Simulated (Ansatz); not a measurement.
## Electronic structure of Si (cell with a defect) in real space

Input file:

```
crystal:
  lattice:
    - [10.86, 0.0, 0.0]
    - [0.0, 10.86, 0.0]
    - [0.0, 0.0, 10.86]
  atoms:
    - { symbol: Si, position: [0.5, 0.0, 0.0] }
    - { symbol: Si, position: [0.625, 0.125, 0.125] }
    - { symbol: Si, position: [0.75, 0.25, 0.0] }
    - { symbol: Si, position: [1.0, 0.5, 0.0] }
    - { symbol: Si, position: [0.75, 0.0, 0.25] }
    - { symbol: Si, position: [0.875, 0.125, 0.375] }
    - { symbol: Si, position: [0.0, 0.0, 0.0] }
    - { symbol: Si, position: [0.125, 0.125, 0.125] }
    - { symbol: Si, position: [0.25, 0.25, 0.0] }
    - { symbol: Si, position: [0.375, 0.375, 0.125] }
    - { symbol: Si, position: [0.5, 0.5, 0.0] }
    - { symbol: Si, position: [0.625, 0.625, 0.125] }
    - { symbol: Si, position: [0.75, 0.75, 0.0] }
    - { symbol: Si, position: [0.875, 0.875, 0.125] }
    - { symbol: Si, position: [0.25, 0.0, 0.25] }
    - { symbol: Si, position: [0.375, 0.125, 0.375] }
    - { symbol: Si, position: [0.5, 0.25, 0.25] }
    - { symbol: Si, position: [0.625, 0.375, 0.375] }
    - { symbol: Si, position: [0.75, 0.5, 0.25] }
    - { symbol: Si, position: [0.875, 0.625, 0.375] }
    - { symbol: Si, position: [0.5, 0.0, 0.5] }
    - { symbol: Si, position: [0.625, 0.125, 0.625] }
    - { symbol: Si, position: [0.75, 0.25, 0.5] }
    - { symbol: Si, position: [0.875, 0.375, 0.625] }
    - { symbol: Si, position: [0.75, 0.0, 0.75] }
    - { symbol: Si, position: [0.875, 0.125, 0.875] }
    - { symbol: Si, position: [0.125, 0.625, 0.125] }
    - { symbol: Si, position: [0.25, 0.75, 0.0] }
    - { symbol: Si, position: [0.375, 0.875, 0.125] }
    - { symbol: Si, position: [0.0, 0.25, 0.25] }
    - { symbol: Si, position: [0.125, 0.375, 0.375] }
    - { symbol: Si, position: [0.25, 0.5, 0.25] }
    - { symbol: Si, position: [0.375, 0.625, 0.375] }
    - { symbol: Si, position: [0.5, 0.75, 0.25] }
    - { symbol: Si, position: [0.625, 0.875, 0.375] }
    - { symbol: Si, position: [0.0, 0.0, 0.5] }
    - { symbol: Si, position: [0.125, 0.125, 0.625] }
    - { symbol: Si, position: [0.25, 0.25, 0.5] }
    - { symbol: Si, position: [0.375, 0.375, 0.625] }
    - { symbol: Si, position: [0.5, 0.5, 0.5] }
    - { symbol: Si, position: [0.625, 0.625, 0.625] }
    - { symbol: Si, position: [0.75, 0.75, 0.5] }
    - { symbol: Si, position: [0.875, 0.875, 0.625] }
    - { symbol: Si, position: [0.25, 0.0, 0.75] }
    - { symbol: Si, position: [0.375, 0.125, 0.875] }
    - { symbol: Si, position: [0.5, 0.25, 0.75] }
    - { symbol: Si, position: [0.625, 0.375, 0.875] }
    - { symbol: Si, position: [0.75, 0.5, 0.75] }
    - { symbol: Si, position: [0.875, 0.625, 0.875] }
    - { symbol: Si, position: [0.0, 0.75, 0.25] }
    - { symbol: Si, position: [0.125, 0.875, 0.375] }
    - { symbol: Si, position: [0.0, 0.5, 0.5] }
    - { symbol: Si, position: [0.125, 0.625, 0.625] }
    - { symbol: Si, position: [0.25, 0.75, 0.5] }
    - { symbol: Si, position: [0.375, 0.875, 0.625] }
    - { symbol: Si, position: [0.0, 0.25, 0.75] }
    - { symbol: Si, position: [0.125, 0.375, 0.875] }
    - { symbol: Si, position: [0.25, 0.5, 0.75] }
    - { symbol: Si, position: [0.375, 0.625, 0.875] }
    - { symbol: Si, position: [0.5, 0.75, 0.75] }
    - { symbol: Si, position: [0.625, 0.875, 0.875] }
    - { symbol: Si, position: [0.0, 0.75, 0.75] }
    - { symbol: Si, position: [0.125, 0.875, 0.875] }
basis:
  ecutwfc: 420.0
kpoints:
  mp_grid: { grid: [1, 1, 1] }
hamiltonian:
  xc: pbe
  pseudopotentials: { kind: paw, azcp: { folder: soft_1 } }
scf:
  occupations: { method: gaussian, width: 0.05 }
  lower_state_search: "off"
relax:
  f_tol: 0.03
  max_steps: 60
  adjacent_minimum: "off"
output:
  write_density: true
  write_potential: true
  elf: true
  volumetric_format: npy
```

Command:

```sh
ansatz run input.yaml --threads 4 --pin off --max-ram 10240MiB --backend cpu --events-out ev --progress --plain --runs-dir out
```

The fields are those of the relaxed geometry.

PAW files of the earlier set (soft_1).

Computed with DFT PBE, scalar-relativistic, plane waves, PAW (Ansatz).

The density is the valence pseudo-density of a PAW calculation; it isn't the true density close to the nuclei.

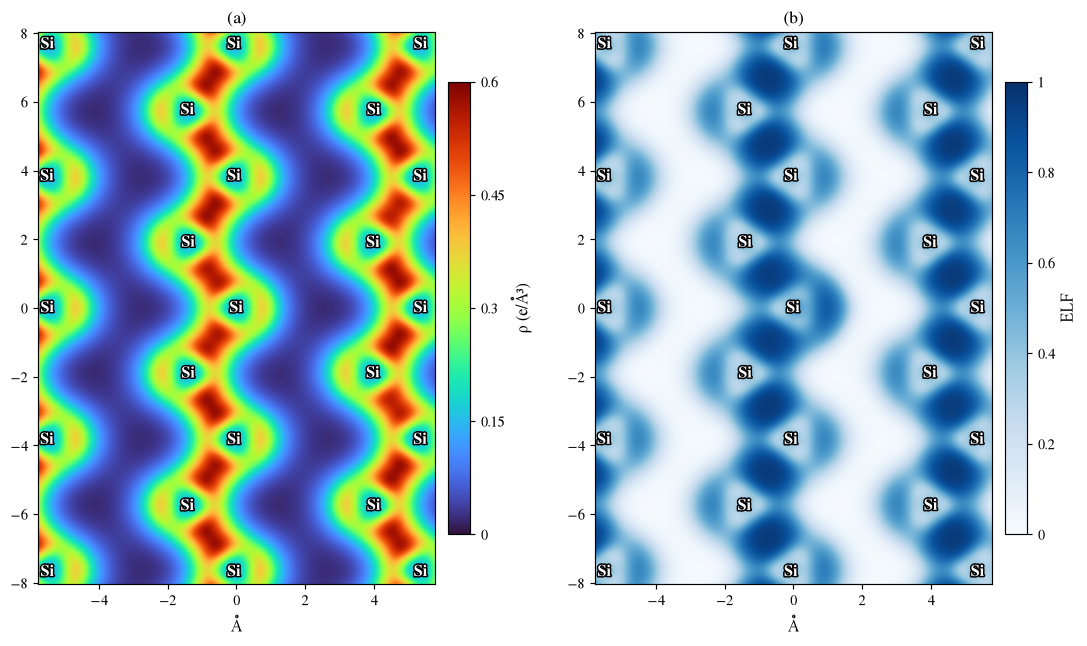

Figure 1. (a) valence pseudo-density; (b) electron localisation function on the (110) plane of the calculation cell.

Q: What do the fields say about this system?

A: The section cuts through Si sites. Si–Si (2.35 Å): the density is about 0.58 e/Å³ at the midpoint; the ELF peaks at about 0.95 between the atoms. Between the atoms the lowest density in this plane is 0.02 e/Å³.

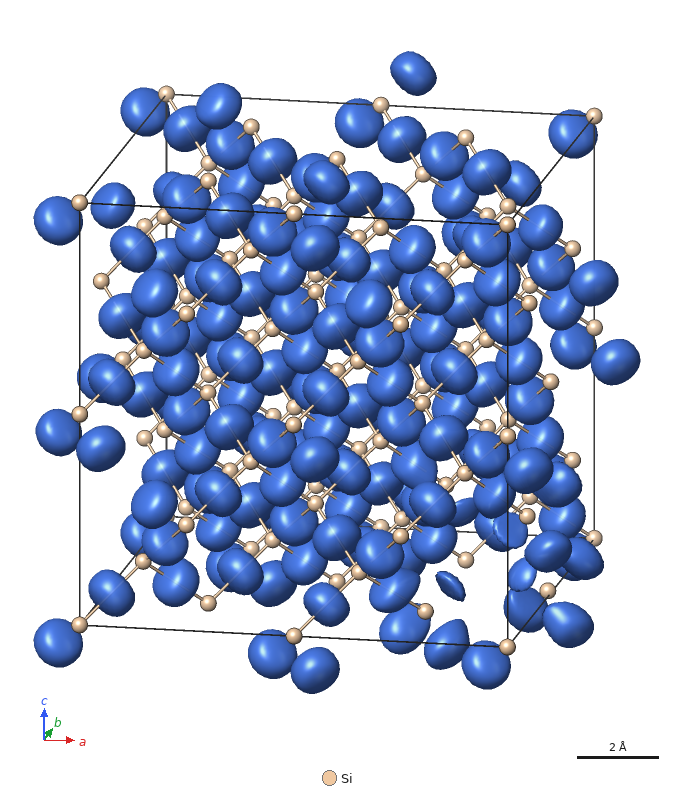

Figure 2. Isosurface of the electron localisation function at 0.85 (blue), seen slightly off an axis. Only the valence region is drawn (cores and ρ < 0.01 e/Å³ removed). Sticks mark near contacts.

Q: What do the ELF domains correspond to?

A: The ELF exceeds this value in 124 regions between bonded Si–Si atoms and four lobes on Si, pointing away from the bonds (lone pairs), counted in one cell of 63 atoms. Regions shared between cells count once.

Q: Does the calculation make it a metal, or give it a gap?

A: It is metallic or semimetallic at this level of theory: no gap opens.
